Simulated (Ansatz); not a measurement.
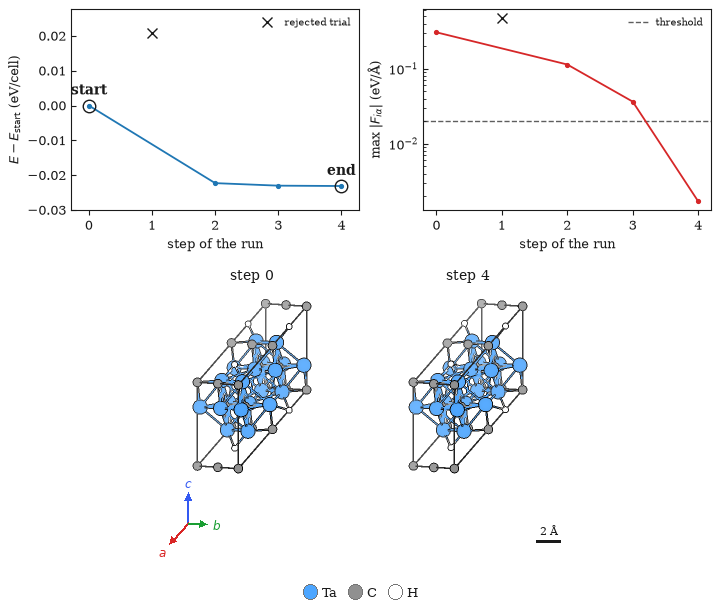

First and last geometry of a relaxation of a defect cell of composition Ta$_{8}$HC$_{4}$, with the history of the run. The picture is a ball-and-stick view of the conventional cell (2 times the calculation's cell), seen from a free direction. Lengths and directions refer to the drawn axes.

Case: H interstitial, charge +0, atoms relaxed.

Level of theory: DFT PBEsol, scalar-relativistic, plane waves, PAW in Ansatz. Settings: plane-wave cutoff 420 eV; k-point mesh 5 × 5 × 5; occupations gaussian; smearing width 0.1 eV; no spin polarisation; atoms relaxed in a fixed cell; force threshold 0.02 eV/Å; at most 60 steps.

Q: What do the curves and the structures tell?

A: It converged. The energy falls by 23.1 meV per cell of the calculation in 3 accepted moves (4 points after the start). Largest force component: 0.31 eV/Å at the start, 0.0017 eV/Å at the end. The line search rejected the trial step at point 1 of the run. The largest move is that of the H atom, 0.057 Å along [−2 0 1]. By element the largest moves are H 0.057 Å, Ta 0.018 Å, C 0.018 Å. The cell doesn't change. Some distances before and after: H–Ta 2.123 → 2.169 Å, H–Ta 2.138 → 2.176 Å, H–Ta 2.202 → 2.169 Å, Ta–Ta 3.064 → 3.035 Å. Bond angles that change, for instance: Ta–H–Ta 177.5° → 180.0°, Ta–H–Ta 93.6° → 91.4°, Ta–H–Ta 89.3° → 91.4°.

Limits of the set-up: the periodic images lie only 5.8 Å apart, so the values are limited by the cell's size.
